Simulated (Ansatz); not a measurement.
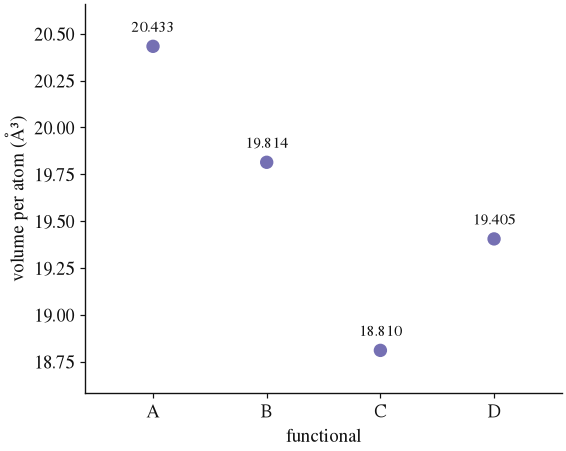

The plot gives the computed volume per atom by functional for ZnCu₂SnS₄. The labels are replaced by letters. In alphabetical order the cases are: LDA; PBE; PBEsol; r2SCAN.

Calculation (Ansatz 0.2.0): relaxed lattice of one prototype by several density functionals, zero stress, symmetry kept, spin-unpolarised plane waves.

prototype stannite; atoms in cell 8; periodic directions 3.

Which letter stands for which functional?

Answer. A: PBE (20.4 Å³); B: r2SCAN (19.8 Å³); C: LDA (18.8 Å³); D: PBEsol (19.4 Å³).
